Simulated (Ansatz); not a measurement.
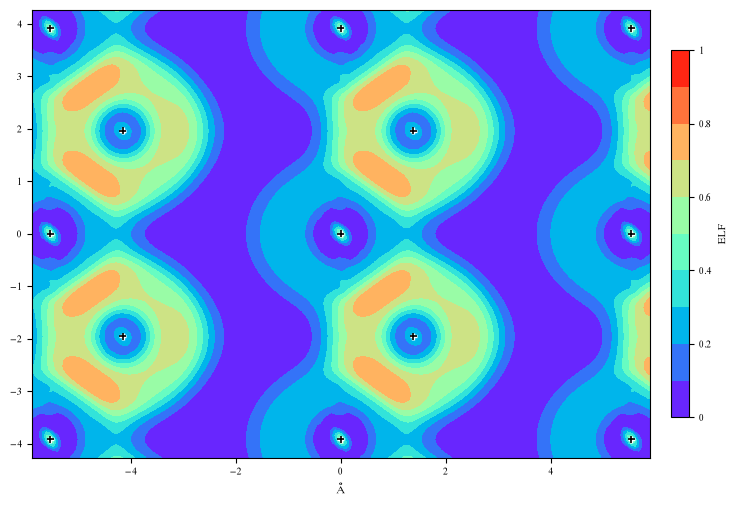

The electron localisation function on a plane through atoms (crosses mark nuclei in the plane).

These are results of Ansatz 0.2.0, DFT, PBE, plane-wave PAW, default files, scalar-relativistic, frozen cores, not measurements.

Candidates:
A. MgO, a = 4.12 Å, b = 4.12 Å, c = 4.12 Å, α = 90.00°, β = 90.00°, γ = 90.00°. Space group Fm-3m; computed pressure about 18 GPa in this cell.
B. GaAs, a = 5.54 Å, b = 5.54 Å, c = 5.54 Å, α = 90.00°, β = 90.00°, γ = 90.00°. Space group F-43m; computed pressure about 9 GPa in this cell.
C. TiO2, a = 4.59 Å, b = 4.59 Å, c = 2.99 Å, α = 90.00°, β = 90.00°, γ = 90.00°. Space group P4₂/mnm; computed pressure about 2 GPa in this cell; computed without spin polarisation.

> Which system is this?

Candidate B: GaAs on the (011) plane of the conventional cell, which holds Ga and As. Ga–As (2.40 Å): the ELF peaks at about 0.80 between the atoms (localised, covalent bonding).
